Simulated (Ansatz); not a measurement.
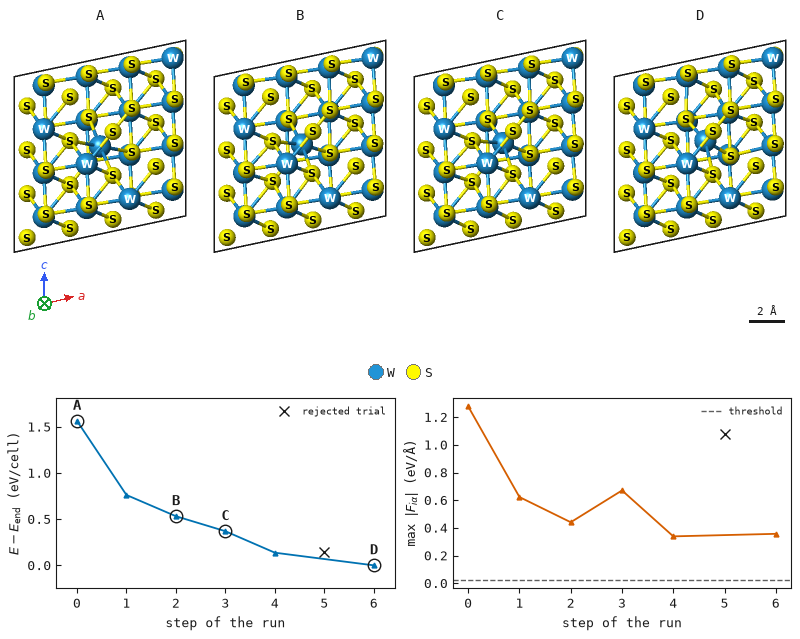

Frames of a relaxation of a defect cell of composition W$_{17}$S$_{32}$, marked on the history of the run. The picture is a ball-and-stick view of the cell of the calculation (origin shifted), seen along the b axis.

Case: W interstitial, charge +0, atoms relaxed at the host's cell.

Method: DFT PBE, scalar-relativistic, plane waves, PAW in Ansatz. Set-up: plane-wave cutoff 420 eV; k-point mesh 2 × 2 × 2; occupations gaussian; smearing width 0.01 eV; mesh shifted by (0.5, 0.5, 0.5); no spin polarisation; atoms relaxed in a fixed cell; force threshold 0.025 eV/Å; at most 45 steps.

Question: Describe the path.

Answer: The run was cut off at its time limit before the relaxation converged, so the last structure is only a point on the way. The largest move is that of a W atom, 0.61 Å along [1 1 1]. Largest moves by element: W 0.61 Å, S 0.27 Å. The cell stays as it was. Among the contacts that change: W–W 3.753 → 2.933 Å, S–W 2.873 → 2.340 Å, S–W 2.817 → 2.339 Å, S–W 2.813 → 3.212 Å. New bonds form: W–W (3.75 → 2.93 Å). Bond angles that change, for instance: S–W–S 67.4° → 91.1°, S–W–S 68.1° → 90.6°, S–W–S 177.8° → 159.2°. Over 5 accepted moves (6 points after the start) the energy falls by 1.564 eV per cell of the calculation. Largest force component: 1.3 eV/Å at the start, 0.36 eV/Å at the end. The line search rejected the trial step at point 5 of the run. The run took 6.5 min on 4 threads of Arm Neoverse V2, on a shared host, peak memory 3.8 GiB. From step 0 to 2: S atoms move most (0.23 Å), energy −1.033 eV per cell of the calculation. From step 2 to 3: a W atom moves most (0.15 Å), energy −0.162 eV per cell of the calculation. From step 3 to 6: a W atom moves most (0.25 Å), energy −0.370 eV per cell of the calculation.
